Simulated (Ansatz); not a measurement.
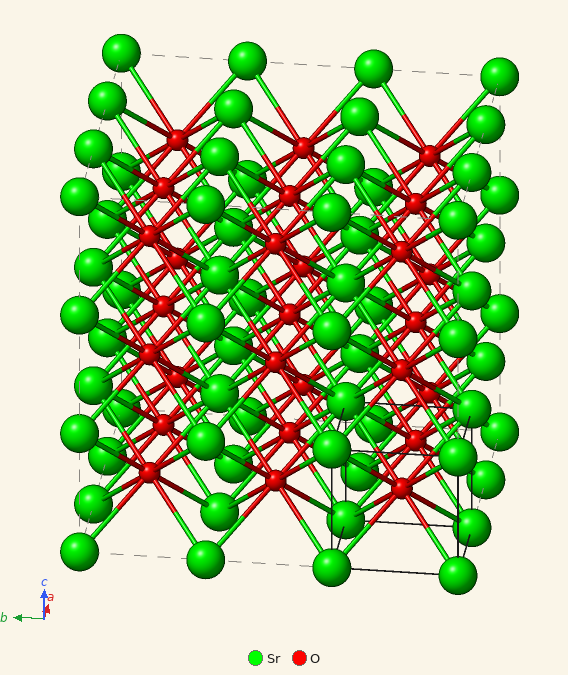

This ball-and-stick model is shown from a general direction. The drawing covers 3×3×3 cells, and the solid lines enclose one simulation cell.

The program read this input:
```yaml
crystal:
  lattice:
    - [3.1028650671, 0.0856390759, 0.0]
    - [0.0856390759, 3.1028650671, 0.0]
    - [0.0, 0.0, 3.1028650671]
  atoms:
    - { symbol: Sr, position: [0.0, 0.0, 0.0] }
    - { symbol: O, position: [0.5, 0.5, 0.5] }
kpoints:
  mp_grid: { grid: [6, 6, 6] }
  band_path:
    path:
      - [0.0, 0.0, 0.0]
      - [0.0, 0.5, 0.0]
      - [0.5, 0.5, 0.0]
      - [0.5, 0.5, 0.5]
      - [0.0, 0.5, 0.5]
    npoints: 1
hamiltonian:
  xc: hse06
scf:
  occupations: { method: fixed }
  n_extra_bands: 4
output:
  forces: true
  stress: true
  eigenvalues: true
```
Run as:
```sh
ansatz run input.yaml --threads 4 --pin off --max-ram 3686MiB --backend cpu --events-out ev --progress --plain --runs-dir out
```

Level of theory and settings: Ansatz 0.2.0, DFT, HSE06, plane waves, PAW, 420 eV cutoff, a 6×6×6 sampling of the Brillouin zone, no spin polarisation.

### Is the electronic structure metallic or gapped?

An insulator at this level, with a gap of 4.34 eV, indirect; the smallest direct gap is 4.40 eV.

### Give the pressure and its sign.

The computed pressure is 0.1 GPa, close to zero.

Starting structure: a structure type filled with these elements by a generator (whether the compound takes this form wasn't checked). The cell was then strained or its atoms displaced on purpose. An electronic-structure calculation with Ansatz was run on it.
